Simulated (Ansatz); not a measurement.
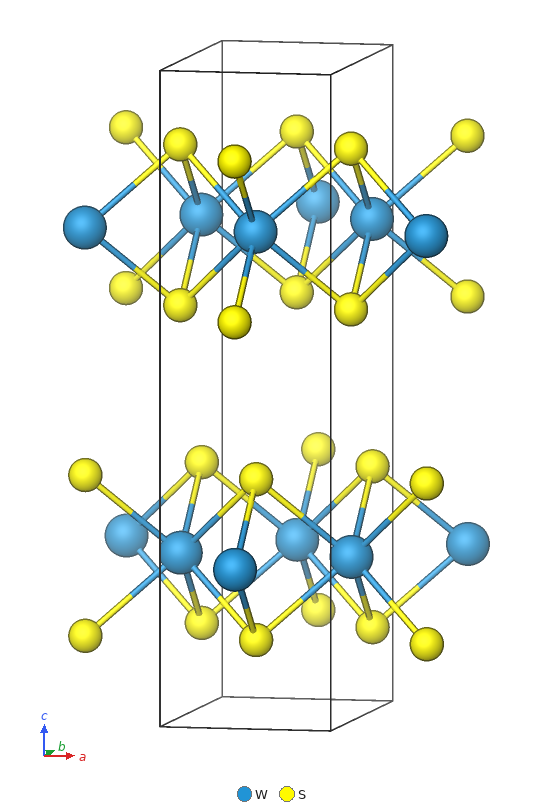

Ball-and-stick representation of a periodic structure, projected slightly off an axis. The wireframe shows the conventional unit cell. Periodic images bonded to atoms of the box are shown as well.

WS$_{2}$, space group Cmcm (No. 63), a = 3.33 Å, b = 5.37 Å, c = 12.58 Å, α = 90.00°, β = 90.00°, γ = 90.00°.

Method used: DFT PBEsol, scalar-relativistic, plane waves, PAW in Ansatz 0.2.0. It ran with a 420 eV plane-wave basis, k-points about 0.25 Å⁻¹ apart, Gaussian smearing of 0.02 eV, no spin polarisation.

How large a gap does the method give, if there is one?

Answer. A semiconductor at this level, with a gap of 0.89 eV on the k-mesh (the true edges may lie between mesh points, so the gap can be somewhat smaller).

It goes back to a structure listed in the Materials Project. It was relaxed with DFT PBEsol, scalar-relativistic, plane waves, PAW in Ansatz 0.2.0 under a constraint or pressure on the cell, so some stress remains.
